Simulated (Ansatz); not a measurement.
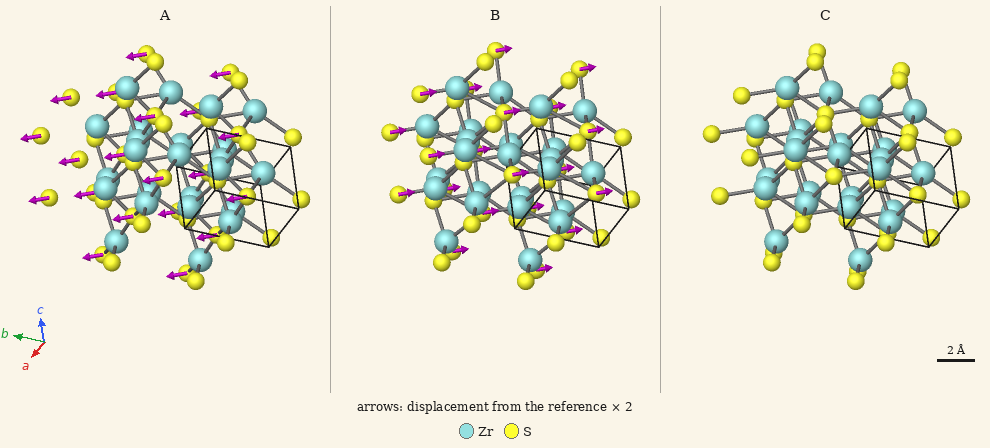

A scan of solid Zr₃S₂ (R32): an S atom (one in each cell of 5 atoms) is moved towards the nearest copy of atom 1 (Zr) at 2.569 Å, all else fixed. The picture is a ball-and-stick view of the cell of the calculation, repeated 2 × 2 × 2 with one cell outlined, seen from a free direction. Purple arrows: displacements from the reference.

Method: DFT PBEsol, scalar-relativistic, plane waves, PAW in Ansatz 0.2.0. Settings: plane-wave cutoff 420 eV; k-point mesh 12 × 12 × 12; occupations gaussian; smearing width 0.15 eV; no spin polarisation. Energies (free energies at the smearing named) are counted from the relaxed crystal.

> Rank the frames from lowest to highest energy.

Lowest first: C (the displacement 0.00 Å, 0.00 eV/cell), B (the displacement 0.48 Å, 1.74 eV/cell), A (the displacement −0.60 Å, 2.09 eV/cell). Over the whole scan: the lowest computed point lies at the displacement 0.00 Å (0.00 eV/cell). At the highest point the shortest interatomic distance is 2.18 Å, against 2.57 Å in the reference. The distortion takes the space group from R32 to P1.
